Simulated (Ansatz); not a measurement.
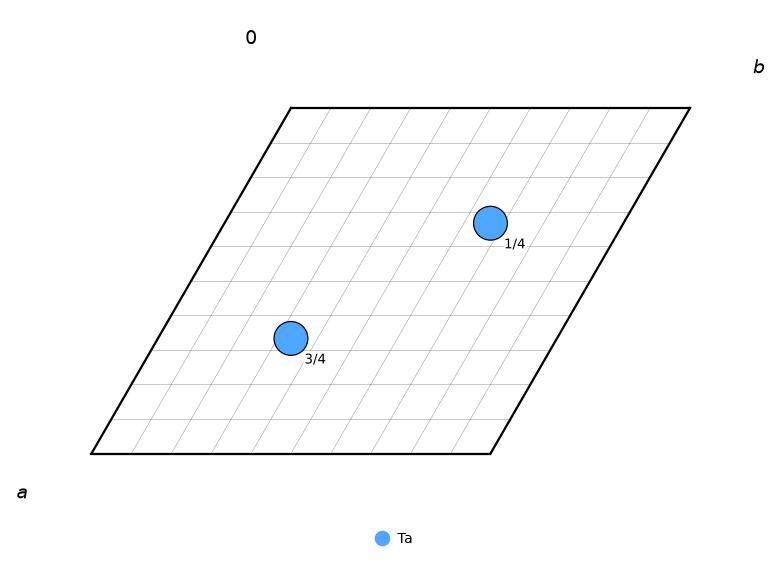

Plan of a unit cell projected along c (a down the page, b across); the numbers are heights as fractions of c, and atoms on the cell's edges are repeated. The grid marks tenths of a and b. Source: the input geometry of an electronic-structure calculation (not necessarily at equilibrium); the starting structure was generated, so it need not be a known form of this composition. All values are computed from the atomic coordinates in the standard setting (tolerance 0.002 Å).

a = 2.836 Å, b = 2.836 Å, c = 5.076 Å, α = 90.00°, β = 90.00°, γ = 120.00°.

What does the cell contain?

2 Ta: Ta, Z = 2.

Which space group?

P6_3/mmc (No. 194), primitive hexagonal.

Give the independent sites, coordinates to two places.

```tsv
atom	site	symmetry	x	y	z
Ta	2c	-6m2	0.33	0.67	0.25
```
